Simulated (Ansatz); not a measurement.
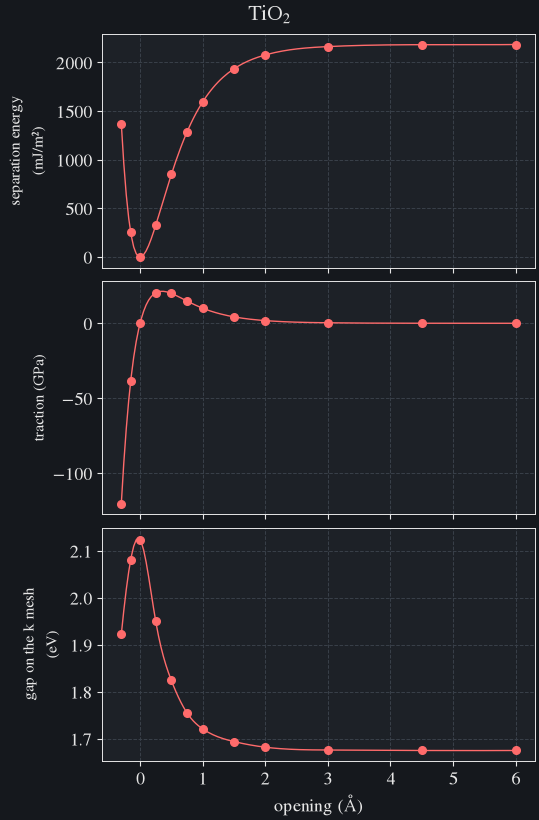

The figure shows the separation energy, traction and gap on the k mesh against opening for TiO₂, space group I4_1/amd (No. 141).

The given structure:
```xyz
12
Lattice="-3.7992 0.0000 0.0000 0.0000 -3.7992 0.0000 0.0000 0.0000 9.6969" Properties=species:S:1:pos:R:3 pbc="T T T"
Ti    0.0000   -3.7992    6.0606
Ti   -1.8996   -1.8996    1.2121
Ti   -1.8996    0.0000    3.6363
Ti    0.0000   -1.8996    8.4848
O     0.0000    0.0000    8.0630
O    -1.8996   -1.8996    3.2146
O    -1.8996    0.0000    5.6388
O     0.0000   -1.8996    0.7904
O    -1.8996    0.0000    1.6339
O     0.0000   -1.8996    6.4823
O     0.0000    0.0000    4.0581
O    -1.8996   -1.8996    8.9065
```

Method: rigid opening of a crystal across a plane by lengthening cell vector c along the normal, one cut a cell, unrelaxed, by plane-wave density functional theory with PAW datasets, free energies less that of the undisturbed cell; scalar-relativistic (Ansatz 0.2.0). Level: PBE, no spin polarisation.

wave cutoff 420 eV; k mesh 7×7×3; occupations Gaussian; smearing width 0.05 eV; k shift (0, 0, 0) (mesh steps); start relaxed; height of the cut 0 (fraction of cell vector c).

Question: What work of separation does the curve reach?

Answer: The energy levels off at about 2180 mJ/m², the work of separating the two rigid halves, or 1090 mJ/m² for each new face on average.

Question: Does the undistorted structure sit at the bottom of the curve?

Answer: Yes: the energy rises on both sides of the starting structure, which is therefore a minimum along this path.

Question: How does the traction vary with opening?

Answer: It goes from −120 GPa at opening −0.30 Å to 0 GPa at 6.00 Å, not monotonically, with a high of 20 GPa at 0.25 Å.

Question: How does the gap on the k mesh respond?

Answer: It stays open and runs from 1.922 eV at opening −0.30 Å to 1.675 eV at 6.00 Å, with its largest value, 2.124 eV, at 0.00 Å, with its least value, 1.675 eV, at 4.50 Å.

Question: What does the calculation give for the greatest sampled traction?

Answer: 20.2 GPa.

Note: odd k mesh can miss points on the zone edge.
